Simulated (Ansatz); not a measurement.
## STM study: Ni(100) (Fm-3m bulk, 7 atomic planes (those closer than 0.6 Å count as one), 10 Å)

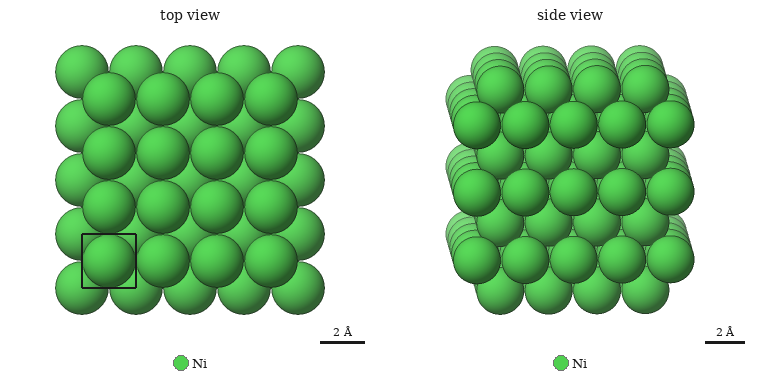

The relaxed structure from above and from the side.

Level of theory: Ansatz, DFT PBE, scalar-relativistic, plane waves, PAW. Cutoff 420 eV, 20 × 20 k-points, Gaussian smearing 0.1 eV, dipole correction. The slab is a cut without reconstruction beyond its cell, at the source's lattice constants, with its lower half held fixed and the rest relaxed. Collinear spin; the stability of this spin state wasn't checked. The run couldn't confirm all of its levels under its output density. The run warns that the functional's potential is rough in the thin density of the vacuum, where the tip is; weak contrasts and barriers may feel it.

The STM signal is simulated in the Tersoff–Hamann approximation. Bias windows are sharp sums over the levels of the k mesh.

```
Ni
1.0
     2.50026    0.00000    0.00000
     0.00000    2.50026    0.00000
     0.00000    0.00000   28.60770
Ni
7
Direct
  0.50000 0.50000 0.31460
  0.00000 0.00000 0.37640
  0.50000 0.50000 0.43820
  0.00000 0.00000 0.49945
  0.50000 0.50000 0.56075
  0.00000 0.00000 0.62237
  0.50000 0.50000 0.68113
```

## 1. One image

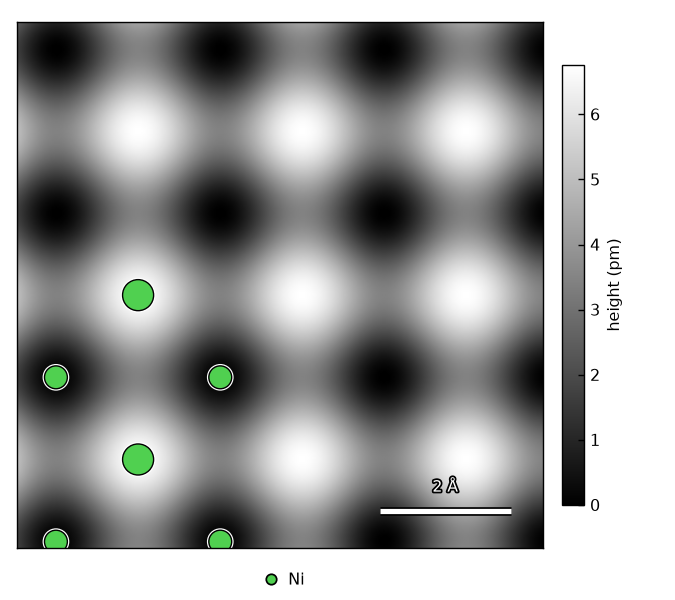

Constant-current image at a set point of 2.8 × 10⁻⁵ e/Å³ of this surface, sample bias −0.25 V. The atoms seen from above are drawn over one corner (deeper ones smaller).

> Which atoms or sites appear bright, which dark, and how strong is the contrast?

The brightest spots lie over the top Ni atoms; the darkest points are over the sites above the Ni atoms 1.7 Å below the top plane. The corrugation is 7 pm at a mean tip height of 3.5 Å. So weak a contrast (7 pm) depends on the k-mesh and on the tip.

## 2. Approach curves

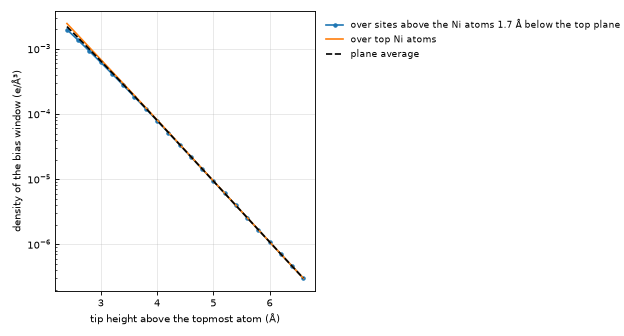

Approach curves over this surface at a sample bias of +1.50 V.

> Estimate the decay constant and the apparent barrier, and compare with the vacuum level, which the run puts 4.91 eV above zero bias.

Near 4 Å the plane average falls as exp(−2.13 z/Å), a factor of 8.4 per ångström, which gives an apparent barrier of 4.3 eV (0.952 eV Å² times the slope squared). The upper edge of the window lies 3.41 eV under the vacuum level. The apparent barrier is above 3.41 eV. At 4 Å the 0.50 eV of states nearest the upper edge carry 55 % of the density.

## 3. States by depth

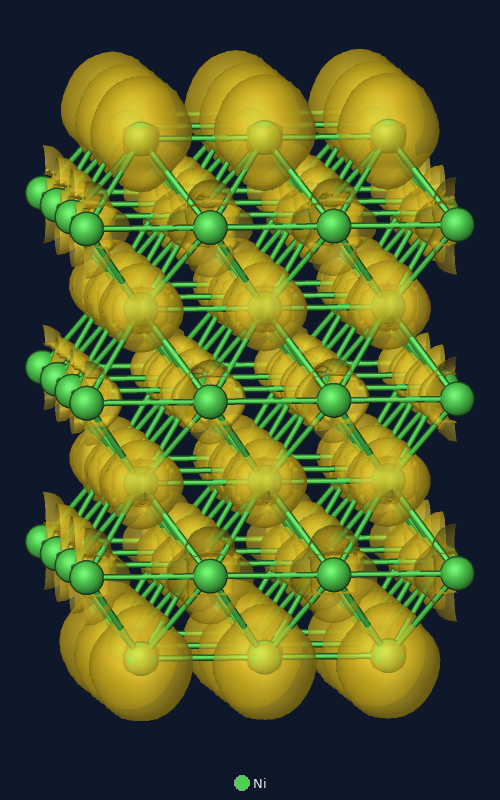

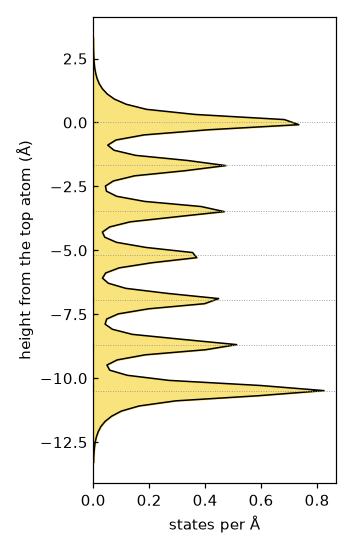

Density of all states between −0.50 and −0.25 eV (zero: the Fermi level) of this surface: yellow isosurface at 1.5 × 10⁻² e/Å³, seen from the side, and the full density summed over planes, the part near the nuclei included (dotted lines mark the atomic planes).

The first picture shows the smooth PAW orbitals' density alone, which lacks about 71 % of these states' charge, near the nuclei; the shares below count all of it.

> How is this energy window spread over the atomic planes?

The window holds 2.9 states per cell. Shares by plane (space cut midway between planes), top to bottom: Ni 21 %, Ni 12 %, Ni 12 %, Ni 10 %, Ni 11 %, Ni 13 %, Ni 22 %; the outer planes' shares include the vacuum, and density in a gap between layers is shared out between the planes on either side. The outer planes of both faces hold more than their share.
